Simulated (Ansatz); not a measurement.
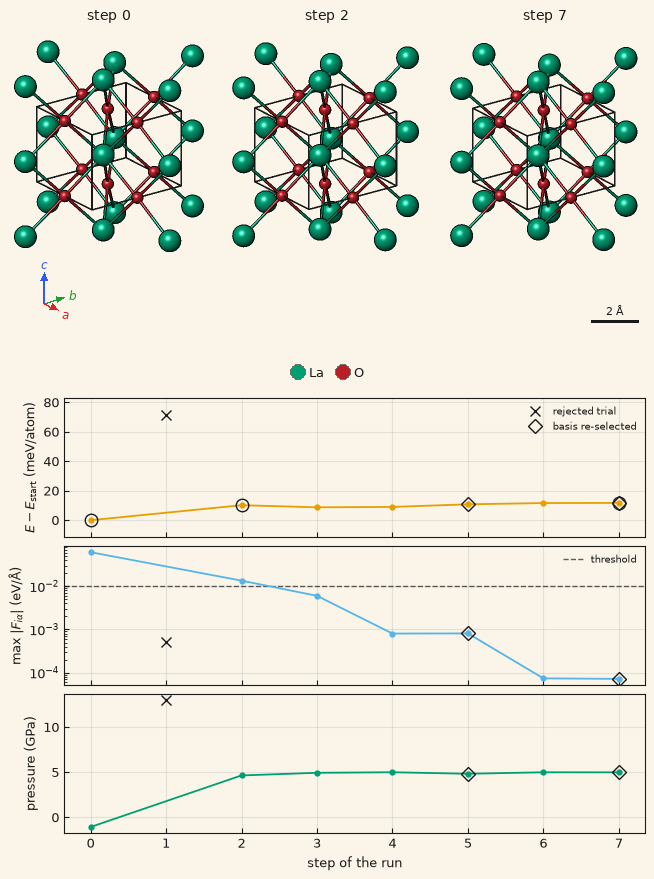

Frames of a relaxation of a crystal of La₂O₃ (set up in P-62m), marked on the history of the run. Style: ball-and-stick. Shown: the cell of the calculation, slightly off an axis.

The run lets cell and atoms move.

Computed with Kohn-Sham DFT of a periodic cell, PBEsol, Ansatz PAW in Ansatz.

Input file:
```yaml
crystal:
  lattice:
    - [6.2667802772, 0.0, 0.0]
    - [-3.1333901386, 5.42719092, 0.0]
    - [0.0, 0.0, 3.299766]
  atoms:
    - { symbol: La, position: [0.6666666667, 0.3333333333, 0.5] }
    - { symbol: La, position: [0.3333333333, 0.6666666667, 0.5] }
    - { symbol: O, position: [0.50801399, 0.0, 0.0] }
    - { symbol: O, position: [0.0, 0.50801399, 0.0] }
    - { symbol: O, position: [0.49198601, 0.49198601, 0.0] }
hamiltonian:
  xc: pbesol
  pseudopotentials: { kind: paw }
kpoints:
  mp_grid: { grid: [4, 4, 6] }
scf:
  occupations: { method: fermi_dirac, width: 0.05 }
output:
  forces: true
  stress: true
  eigenvalues: true
relax:
  f_tol: 0.01
  max_steps: 40
  cell: { stress_tol: 0.05, p_target: 5.0 }
```

Run as
```bash
ansatz run input.yaml --threads 2 --pin off --max-ram 5632MiB --backend cpu --events-out ev --progress --plain --runs-dir out
```

**What happens along the run?**

Over 4 accepted moves (7 points after the start) the energy rises by 11.8 meV per atom. With the target pressure of 5 GPa, the enthalpy E + pV changes by −24.8 meV per atom. The largest force component goes from 0.061 to under 0.0001 eV/Å. Pressure: −1.06 GPa at the start and 4.99 GPa at the end. The line search rejected the trial step at point 1 of the run. At 2 points the geometry stayed and the basis and grid were re-selected for the new cell (energy shift of 1.8 meV per atom at most each time). The largest moves relative to the cell, 0.049 Å, are those of O atoms. La stays in place. Cell: a = b 6.267 → 6.165 Å (−1.6 %), c 3.300 → 3.231 Å (−2.1 %). Volume −5.2 %. Some distances before and after: La–La 3.300 → 3.231 Å, La–La 3.618 → 3.560 Å, La–O 2.449 → 2.404 Å. Bond angles that change, for instance: La–O–La 177.6° → 180.0°. The space group (tolerance 0.01 Å) goes from P-62m (No. 189) to P6/mmm (No. 191). The run took 26 s on 2 threads of Intel(R) Xeon(R) Processor @ 2.70GHz, on a shared host, peak memory 0.41 GiB. From step 0 to 2: O atoms move most (0.03 Å), volume −5.1 %, energy +10.2 meV per atom. From step 2 to 7: O atoms move most (0.02 Å), energy +1.6 meV per atom.

```
step  E − E(0), meV/atom  largest force component, eV/Å  pressure, GPa  volume, Å³/atom                      note
   0                0.00                         0.0613          -1.06           22.446                          
   1               71.71                         0.0005          12.97           20.215                  rejected
   2               10.20                         0.0135           4.65           21.293                          
   3                8.76                         0.0060           4.94           21.315                          
   4                9.03                         0.0008           5.00           21.305                          
   5               10.81                         0.0008           4.84           21.305  same geometry, new basis
   6               11.66                         0.0001           5.00           21.275                          
   7               11.76                         0.0001           4.99           21.275  same geometry, new basis
```
